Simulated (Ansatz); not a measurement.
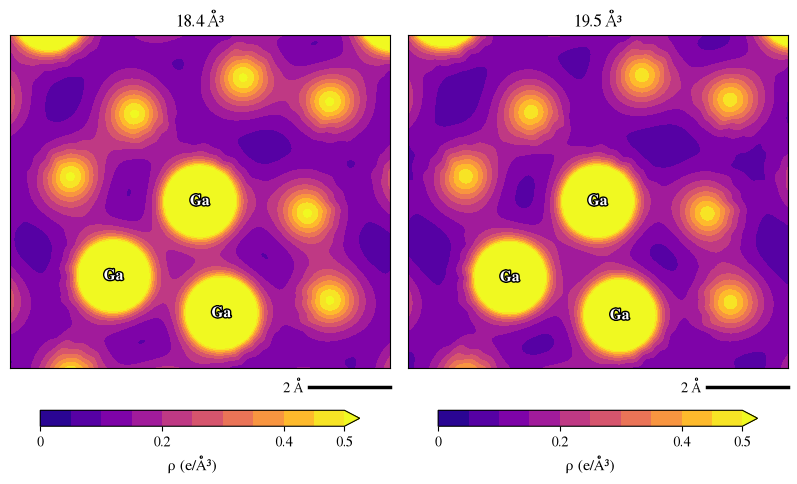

Ga. The valence electron density of cells scaled evenly to different volumes (given per atom above each panel), on the (111) plane of each (indices in the axes of the cell below), at one length scale and on one colour scale.

A structure from a database of computed crystals, not necessarily the ambient phase.

The calculation used DFT PBE, scalar-relativistic, plane waves, PAW (Ansatz 0.2.0).

The largest cell:

```cif
data_structure
_symmetry_space_group_name_H-M 'P 1'
_symmetry_Int_Tables_number 1
_cell_length_a 5.3387
_cell_length_b 5.3387
_cell_length_c 5.3387
_cell_angle_alpha 109.471
_cell_angle_beta 109.471
_cell_angle_gamma 109.471
_cell_volume 117.14
loop_
_atom_site_label
_atom_site_type_symbol
_atom_site_fract_x
_atom_site_fract_y
_atom_site_fract_z
_atom_site_occupancy
Ga1 Ga 0.25000 0.12500 0.87500 1
Ga2 Ga 0.12500 0.87500 0.25000 1
Ga3 Ga 0.75000 0.37500 0.62500 1
Ga4 Ga 0.87500 0.25000 0.12500 1
Ga5 Ga 0.62500 0.75000 0.37500 1
Ga6 Ga 0.37500 0.62500 0.75000 1
```

| volume (Å³/atom) | Ga–Ga contact in the plane (Å) | ρ at its midpoint (e/Å³) | pressure (GPa) | 
| --- | --- | --- | --- |
| 18.39 | 2.826 | 0.213 | 1.5 | 
| 18.95 | 2.855 | ? | ? | 
| 19.52 | 2.883 | 0.195 | −1.3 | 

### What values belong in the row with question marks?

Over the known rows ln ρ falls by 1.55 per Å of Ga–Ga distance (the line through the two), which gives 0.204 e/Å³ at 2.855 Å; the calculation gives 0.204 e/Å³. For the pressure, a straight line in volume between the neighbouring rows gives 0.1 GPa; the calculation gives 0.0.
